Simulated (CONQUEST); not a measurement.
# Si: 7 runs along one coordinate

System: Si (Fd-3m, 4 atoms in the cell).
Method: Kohn-Sham DFT of a periodic cell, PBEsol, PseudoDojo NC PBEsol, no spin polarisation (CONQUEST 1.3).

The 7 runs differ only in the geometry, by an even scaling of the cell at fixed fractional positions. The structure derives from a Materials Project entry.

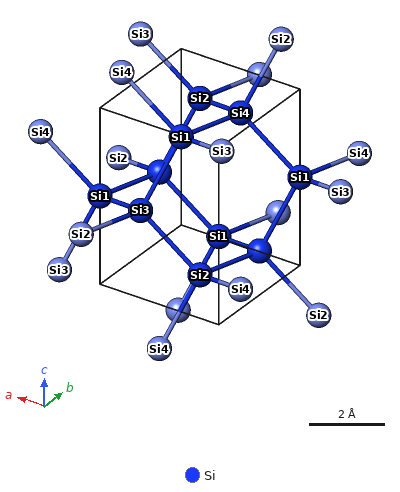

Figure 1. The structure of run 4 (ball-and-stick view of the cell of the calculation, seen at an oblique angle; neighbours outside the cell are drawn fainter; atoms are numbered from 1 in the order of the input).

### Input of run 4
```
IO.Title Si
IO.Coordinates coords.dat
IO.FractionalAtomicCoords T
IO.Iprint 2
IO.Iprint_init 1
General.NumberOfSpecies 1
General.PseudopotentialType hamann
AtomMove.TypeOfRun static
AtomMove.FullStress T
Grid.PointsAlongX 36
Grid.PointsAlongY 36
Grid.PointsAlongZ 60
DM.SolutionMethod diagon
Diag.MPMesh T
Diag.GammaCentred T
Diag.MPMeshX 7
Diag.MPMeshY 7
Diag.MPMeshZ 5
Diag.kT 0.00183747
minE.SCTolerance 1e-6
SC.MaxIters 100
IO.AtomChargeOutput T
%block ChemicalSpeciesLabel
1 28.090 Si
%endblock
```

Command:
```bash
Conquest
```

Lattice vectors (Å) and fractional positions of run 4:
```
   3.849279    0.000000    0.000000
   0.000000    3.849279    0.000000
   0.000000    0.000000    5.443702
Si  0.000000  0.000000  0.500000
Si  0.500000  0.500000  0.000000
Si  0.000000  0.500000  0.250000
Si  0.500000  0.000000  0.750000
```

Run 2 has the same physical settings and fractional positions; its lattice vectors (Å) are:
```
   3.797255    0.000000    0.000000
   0.000000    3.797255    0.000000
   0.000000    0.000000    5.370130
```

### Results, with one run withheld

| run | volume per atom (Å³) | free energy per atom, from the lowest run given (meV) | pressure (GPa) | gap on the mesh (eV) |
| --- | --- | --- | --- | --- |
| 1 | 18.955 | 25.95 | 6.99 | 0.33 |
| 2 | 19.358 | ? | ? | ? |
| 3 | 19.761 | 3.09 | 2.19 | 0.40 |
| 4 | 20.165 | 0.00 | 0.25 | 0.43 |
| 5 | 20.568 | 1.55 | −1.46 | 0.46 |
| 6 | 20.971 | 7.40 | −3.18 | 0.49 |
| 7 | 21.375 | 17.29 | −4.68 | 0.52 |

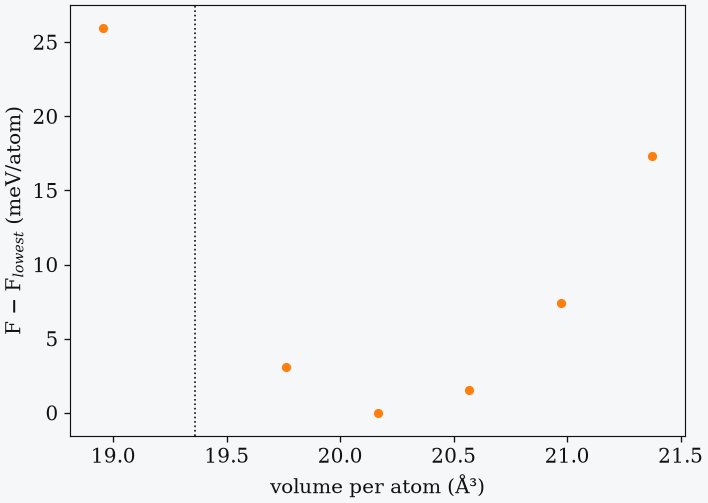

Figure 2. Free energy per atom of the runs given; the dotted line marks run 2.

What should run 2 give?

A cubic polynomial in V^(−2/3) (the Birch–Murnaghan form), fitted to the 6 runs given, misses them by at most 0.06 meV per atom. With x = V^(−2/3) − 0.13450 Å⁻², it reads F = −0.075704 − 309.91 x + 7.3277e+05 x² + 3.6655e+05 x³ (meV per atom). At run 2 it gives 11.61 meV per atom, and the run itself gives 11.50. The slope of the fit gives a pressure −dF/dV of 4.49 GPa there, and the run prints 4.51 GPa. The fit has its minimum at 20.225 Å³ per atom, where V d²F/dV² gives 93.7 GPa: the bulk modulus at this level, since symmetry fixes the shape and the positions. The gap on the mesh goes, without turning, from 0.33 eV in run 1 to 0.52 eV in run 7; run 2 has 0.36 eV. These are gaps of this functional on this mesh, which can miss the band edges; they aren't the measured gap.

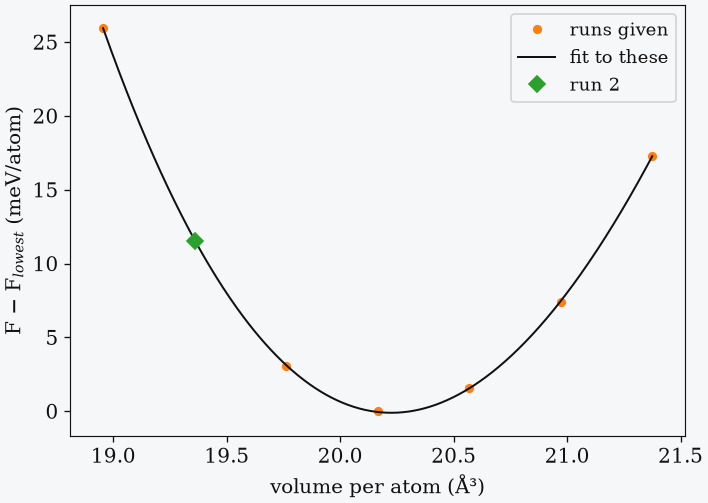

Figure 3. The fit and the withheld run.

### Some lines of the output (run 2)
```
[...]
          DFT Total Energy                 :       -16.904184091765927 Ha
          Free Energy (E-TS)               :       -16.908919731796708 Ha
          DFT Total Energy                 :       -16.906835273944047 Ha
          Free Energy (E-TS)               :       -16.907228917797131 Ha
          DFT Total Energy                 :       -16.907174584901313 Ha
          Free Energy (E-TS)               :       -16.907199768481966 Ha
          DFT Total Energy                 :       -16.907182399620243 Ha
          Free Energy (E-TS)               :       -16.907200443916288 Ha
          DFT Total Energy                 :       -16.907183169501700 Ha
          Free Energy (E-TS)               :       -16.907199787880799 Ha
          DFT Total Energy                 :       -16.907182491791620 Ha
      | Free Energy as E-TS      =       -16.907199787880799 Ha
      |* DFT total energy        =       -16.907182491791620 Ha
    force: Average pressure:      4.51193697 GPa
```

Notes: With a small basis of atomic orbitals these values can differ much from converged plane-wave results.
